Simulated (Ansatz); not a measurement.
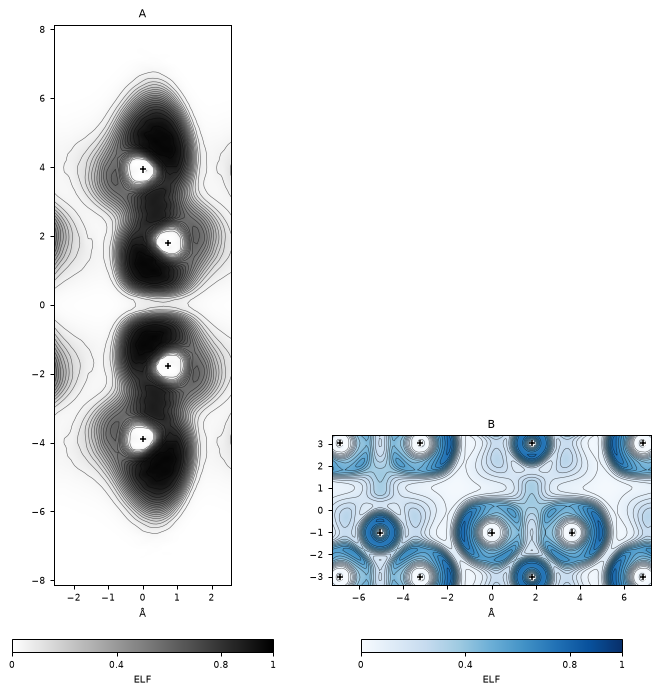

The ELF of 2 systems, each on a plane through atoms (crosses mark nuclei in the plane).

Method: DFT PBE+D3(BJ), scalar-relativistic, plane waves, PAW (Ansatz 0.2.0).

System 1: Te2Mo, the (110) plane of the conventional cell. Space group P6₃/mmc; a structure from a database of computed crystals, not necessarily the ambient phase; computed without spin polarisation.

```
Te Mo
1.0
     3.49697    0.00000    0.00000
    -1.74849    3.02847    0.00000
     0.00000    0.00000   13.70230
Te Mo
4 2
Direct
  0.33333 0.66667 0.11736
  0.66667 0.33333 0.61743
  0.66667 0.33333 0.88264
  0.33333 0.66667 0.38257
  0.33333 0.66667 0.75003
  0.66667 0.33333 0.24997
```

System 2: P (slab), the (100) plane of the calculation cell, a cut from vacuum to vacuum. 

Which map belongs to which system?

Panel A is system 2, P: the plane holds P. P–P (2.25 Å): the ELF peaks at about 0.90 between the atoms: localised, covalent bonding. Panel B is system 1, Te2Mo: the plane holds Te and Mo. Te–Mo (2.72 Å): the ELF is about 0.55 at the midpoint.
